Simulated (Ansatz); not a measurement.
Al$_{48}$O$_{70}$: several calculations on one system

Part 1: Relaxation

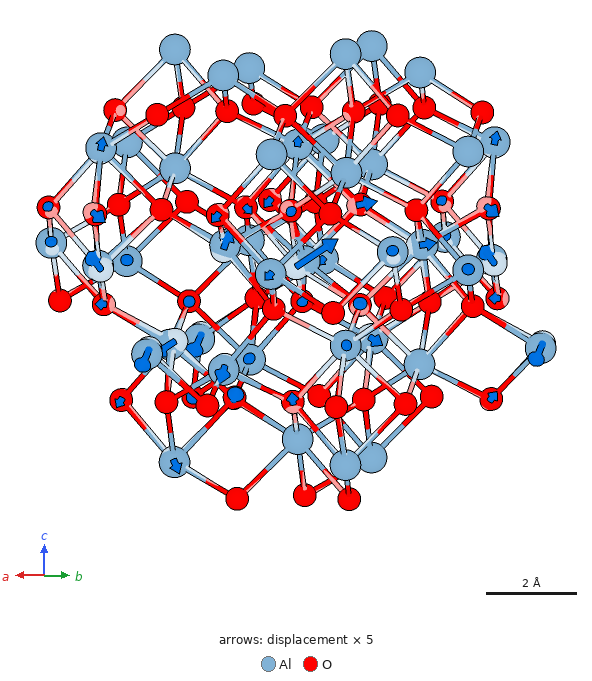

A relaxation of a defect cell of composition Al₄₈O₇₀ (cell charge +2). The starting structure is drawn faded, the final one solid; blue arrows show the displacements, magnified 5 times.

Style: ball-and-stick. Shown: the atoms within 5.8 Å of the atom that moves most (axes of the cell of the calculation (origin shifted)), from a free direction.

The calculation used DFT, PBEsol, PAW, plane waves in Ansatz 0.2.0. Settings: plane-wave cutoff 420 eV; k-point mesh 1 × 1 × 1; mesh shifted by (0.25, 0.25, 0.25); no spin polarisation; atoms relaxed in a fixed cell; force threshold 0.03 eV/Å; at most 80 steps.

> Describe the change and its energy.

The largest move is that of an Al atom, 0.24 Å along [−2 0 1]. By element the largest moves are Al 0.24 Å, O 0.12 Å. The cell doesn't change. Among the contacts that change: Al–O 1.983 → 1.833 Å, Al–O 1.965 → 1.830 Å, Al–O 1.975 → 1.871 Å, Al–O 1.951 → 2.041 Å. Among the angles between lasting bonds that change: Al–O–Al 92.6° → 102.9°, O–Al–O 89.4° → 98.2°, Al–O–Al 129.7° → 138.4°. The energy falls by 3.055 eV per cell of the calculation in 6 geometry steps. The largest force component goes from 3.1 to 0.018 eV/Å.

Limits of the set-up: the cell is charged, on a uniform background, and energies carry no finite-size correction.

Part 2: Relaxation

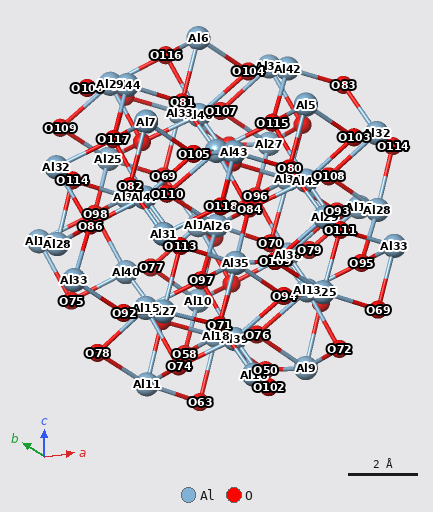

A defect cell of composition Al$_{48}$O$_{70}$, before the relaxation. Style: ball-and-stick. Shown: the atoms within 5.8 Å of the atom that moves most (axes of the cell of the calculation), from a free direction.

The calculation used Ansatz, DFT, PBEsol, PAW, plane waves.

Settings: plane-wave cutoff 420 eV; k-point mesh 1 × 1 × 1; mesh shifted by (0.25, 0.25, 0.25); no spin polarisation; atoms relaxed in a fixed cell; force threshold 0.03 eV/Å; at most 80 steps.

```
CELL_PARAMETERS angstrom
9.54786 0.00000 0.00000
-4.77393 8.26869 0.00000
0.00000 0.00000 13.01358
ATOMIC_POSITIONS crystal
Al 0.33335 0.16673 0.18448
Al 0.33197 0.66890 0.18344
Al 0.83029 0.16349 0.18288
Al 0.83069 0.66505 0.18575
Al 0.16579 0.33123 0.01928
Al 0.16418 0.82963 0.01929
Al 0.66778 0.33256 0.01883
Al 0.66982 0.83420 0.01858
Al 0.16470 0.33006 0.31460
Al 0.16749 0.83548 0.31425
Al 0.66917 0.33134 0.31598
Al 0.66650 0.83503 0.31568
Al 0.17180 0.33378 0.52054
Al 0.16675 0.83385 0.51700
Al 0.66965 0.33664 0.51844
Al 0.67088 0.83604 0.51859
Al 0.00182 0.99942 0.35321
Al 0.00032 0.50280 0.35345
Al 0.49810 0.00269 0.34999
Al 0.49846 0.49844 0.35177
Al 0.00205 0.00119 0.15007
Al 0.99619 0.49915 0.14979
Al 0.49601 0.99759 0.14667
Al 0.49961 0.49845 0.15084
Al 0.99746 0.99984 0.65066
Al 0.00344 0.50390 0.64841
Al 0.49574 0.99491 0.64707
Al 0.50071 0.49753 0.64728
Al 0.00277 0.99910 0.85144
Al 0.99898 0.49822 0.85091
Al 0.49827 0.99863 0.85269
Al 0.49868 0.49843 0.85284
Al 0.33138 0.16674 0.68457
Al 0.33461 0.66585 0.68493
Al 0.83547 0.16644 0.68428
Al 0.83135 0.66569 0.68280
Al 0.33104 0.16904 0.47862
Al 0.33516 0.66804 0.48211
Al 0.83279 0.16616 0.48128
Al 0.82838 0.66592 0.48223
Al 0.33315 0.16599 0.97987
Al 0.33387 0.66756 0.98022
Al 0.83077 0.16550 0.98168
Al 0.83242 0.66657 0.98219
Al 0.16692 0.33048 0.81585
Al 0.16525 0.82877 0.81353
Al 0.66454 0.33363 0.81557
Al 0.66629 0.83302 0.81381
O 0.15632 0.00233 0.24973
O 0.15482 0.50315 0.24809
O 0.65363 0.00167 0.25087
O 0.65408 0.50284 0.24896
O 0.33281 0.01317 0.08175
O 0.33494 0.51497 0.08340
O 0.83366 0.01416 0.08323
O 0.83194 0.51305 0.08441
O 0.99850 0.15290 0.25046
O 0.00475 0.65725 0.24981
O 0.49767 0.15081 0.24753
O 0.50405 0.65529 0.25081
O 0.34702 0.34805 0.24861
O 0.34477 0.84637 0.24777
O 0.84465 0.34599 0.24693
O 0.84374 0.84393 0.25054
O 0.17343 0.16801 0.08625
O 0.18081 0.66599 0.08359
O 0.67973 0.16087 0.08422
O 0.68099 0.66662 0.08580
O 0.17725 0.01194 0.58325
O 0.17662 0.51254 0.58234
O 0.68126 0.01214 0.58682
O 0.17039 0.18254 0.41803
O 0.16632 0.67865 0.41613
O 0.66651 0.17939 0.41850
O 0.66687 0.67992 0.41582
O 0.01230 0.33126 0.41791
O 0.01677 0.83164 0.41835
O 0.51253 0.32772 0.41581
O 0.51221 0.83272 0.41918
O 0.01085 0.17754 0.91745
O 0.01330 0.68039 0.91467
O 0.51300 0.17855 0.91487
O 0.51770 0.68126 0.91473
O 0.99877 0.34799 0.75000
O 0.99953 0.84731 0.75000
O 0.50262 0.34772 0.74999
O 0.50146 0.84813 0.75004
O 0.48096 0.31293 0.08122
O 0.48288 0.81723 0.08362
O 0.98562 0.31978 0.08259
O 0.98800 0.82183 0.08421
O 0.48481 0.16448 0.58341
O 0.49091 0.67216 0.58171
O 0.98638 0.16654 0.58222
O 0.32933 0.31692 0.58572
O 0.33412 0.81767 0.58475
O 0.83138 0.32119 0.58322
O 0.83296 0.81894 0.58337
O 0.31750 0.48762 0.41847
O 0.31883 0.98602 0.41525
O 0.82020 0.48618 0.41595
O 0.81822 0.98554 0.41810
O 0.31876 0.33519 0.91628
O 0.32013 0.82950 0.91588
O 0.81947 0.33756 0.91681
O 0.81663 0.82919 0.91793
O 0.34478 0.99556 0.74863
O 0.34869 0.49808 0.75092
O 0.84475 0.99613 0.74920
O 0.84488 0.49974 0.74993
O 0.15131 0.15097 0.74915
O 0.15374 0.65413 0.74990
O 0.65226 0.15085 0.75175
O 0.65238 0.65277 0.74881
O 0.16374 0.48432 0.91622
O 0.16647 0.98486 0.91805
O 0.66878 0.48640 0.91697
O 0.66863 0.98577 0.91561
```

Question: Predict the outcome.

Answer: The energy falls by 1.146 eV per cell of the calculation in 4 geometry steps. Largest force component: 1.4 eV/Å at the start, 0.0099 eV/Å at the end. The largest moves, 0.090 Å, are those of Al15 and Al26. Al26 goes along [−1 1 −1]. By element the largest moves are Al 0.090 Å, O 0.084 Å. The lattice vectors keep their values. Among the contacts that change: Al15–O74 1.975 → 2.063 Å, Al26–O84 1.975 → 2.060 Å, Al18–O63 2.036 → 1.968 Å, Al14–O77 1.915 → 1.981 Å. Among the angles between lasting bonds that change: O70–Al26–O110 166.5° → 161.0°, Al15–O97–Al26 120.7° → 115.8°, O69–Al14–O73 165.8° → 161.5°. The run took 5.3 s on 1 × NVIDIA GB200 with 8 threads of Arm Neoverse-V2, peak memory 1.9 GiB.

The end point in the same view:

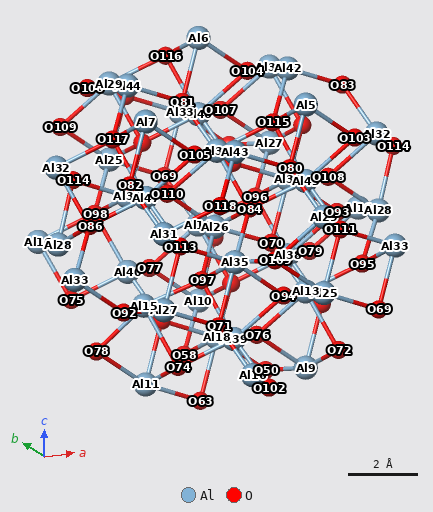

Part 3: Defect

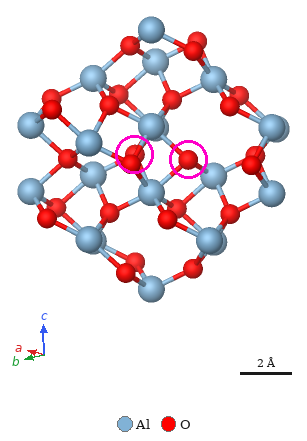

Perfect Al2O3. Style: ball-and-stick. Shown: the atoms within 5.4 Å of one point, in a slice 4.2 Å thick across the line of sight, from a free direction.

Computed with DFT, PBEsol, PAW, plane waves in Ansatz. Set-up: plane-wave cutoff 420 eV; k-point mesh 1 × 1 × 1; mesh shifted by (0.25, 0.25, 0.25); no spin polarisation. Fermi-Dirac smearing of 0.01 eV. The axes drawn are those of the host's conventional cell.

Two oxygen atoms are taken out (a divacancy), the two sites 2.5 Å apart at the ringed places, in charge state 0. The supercell has 120 sites, and the atoms are relaxed at the host's cell.

How do the neighbours respond?

Answer. One site: around the empty O site the host had 4 Al at 1.86 to 1.97 Å; after relaxation the nearest atoms are 4 Al at 1.76 to 1.97 Å. The other site: around the empty O site the host had 4 Al at 1.86 to 1.97 Å; after relaxation the nearest atoms are 4 Al at 1.77 to 1.97 Å. Of the host's atoms, an aluminium atom moves furthest from its site, by 0.10 Å.

The relaxed defect, seen from the same direction:

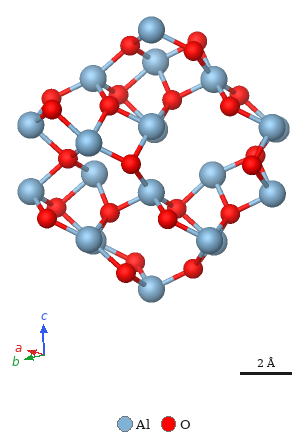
